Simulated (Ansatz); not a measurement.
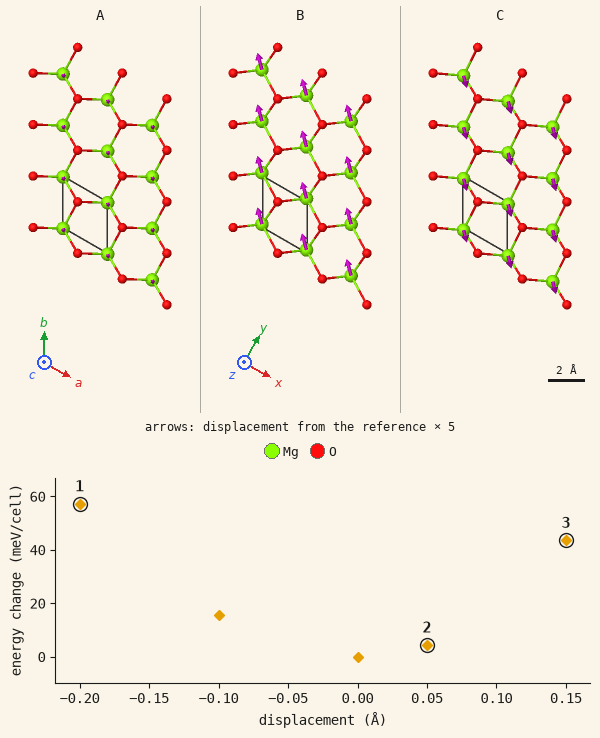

Solid MgO (P-6m2): the whole Mg sublattice is shifted rigidly, along Cartesian [1 -1 0], all else fixed. The frames are shuffled; the numbered points of the plot belong to them. A ball-and-stick model of the cell of the calculation, repeated 2 × 3 × 3 with one cell outlined, seen along the c axis. Purple arrows: displacements from the reference.

Theory: DFT r2SCAN, scalar-relativistic, plane waves, PAW in Ansatz. Set-up: plane-wave cutoff 500 eV; k-point mesh 9 × 9 × 8; occupations gaussian; smearing width 0.05 eV; no spin polarisation. Energies (free energies at the smearing named) are counted from the cell as listed in its source, which wasn't relaxed.

Match the frames to the points.

Answer. Point 1 is frame B (the displacement −0.20 Å, 57.3 meV/cell); 2 is frame A (the displacement 0.05 Å, 4.4 meV/cell); 3 is frame C (the displacement 0.15 Å, 43.6 meV/cell). Of the computed points the lowest is at the displacement 0.00 Å, 0.0 meV/cell. At the ends of the scan the energy is 57.3 meV/cell (−0.20 Å) and 43.6 meV/cell (0.15 Å). The curvature at zero is about 3.4 eV/Å² per cell. At the highest point the shortest interatomic distance is 2.06 Å, against 2.16 Å in the reference. The distortion takes the space group from P-6m2 to Pm.
